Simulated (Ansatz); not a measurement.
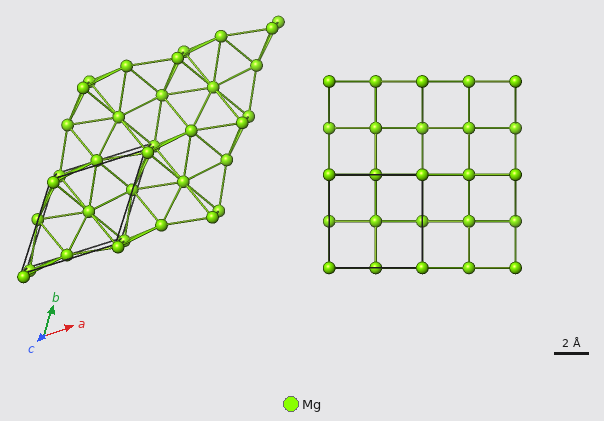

Two geometries of crystalline Mg (a generated structure, set up in I4_1/amd), drawn at one scale. One is the start of a relaxation, the other its converged end. The picture is a ball-and-stick view of the conventional cell (2 times the calculation's cell), repeated 2 × 2 × 1 with one cell outlined, seen along the c axis. Lengths and directions refer to the drawn axes.

Computed with Ansatz 0.2.0, DFT, r2SCAN, plane waves (500 eV) with PAW, scalar-relativistic. Set-up: plane-wave cutoff 500 eV; k-point mesh 12 × 12 × 8; occupations fermi dirac; smearing width 0.1 eV; no spin polarisation; cell and atoms relaxed; force threshold 0.01 eV/Å; at most 60 steps.

Which one is relaxed?

Answer. The left one is the relaxed one. Phase: beta-Sn type. Over 16 accepted moves (19 points after the start) the energy falls by 325 meV per atom. The pressure goes from 0.69 to 0.00 GPa. The line search rejected the trial step at point 14 of the run. The SCF was repeated twice at an unchanged geometry on a basis and grid sized afresh for the cell, which shifted the energy by 7.4 meV per atom at most. The largest moves relative to the cell, 0.23 Å, are those of Mg atoms. Cell: a = b 5.633 → 6.029 Å (+7.0 %), c 3.076 → 3.192 Å (+3.8 %), α 90.0° → 105.2°, β 90.0° → 105.2°, γ 90.0° → 54.6°. Volume −7.4 %. Among the contacts that change: Mg–Mg 4.270 → 3.192 Å, Mg–Mg 3.641 → 3.157 Å, Mg–Mg 2.920 → 3.154 Å, Mg–Mg 3.076 → 3.192 Å. Bond angles that change, for instance: Mg–Mg–Mg 94.0° → 146.0°, Mg–Mg–Mg 94.0° → 60.8°, Mg–Mg–Mg 105.3° → 90.1°. The space group (tolerance 0.01 Å) goes from I4_1/amd (No. 141) to C2/c (No. 15). Cost: 8.6 min on 1 thread of Intel(R) Xeon(R) Platinum 8259CL CPU @ 2.50GHz (Skylake/Cascade Lake) (shared host), peak memory 0.9 GiB.
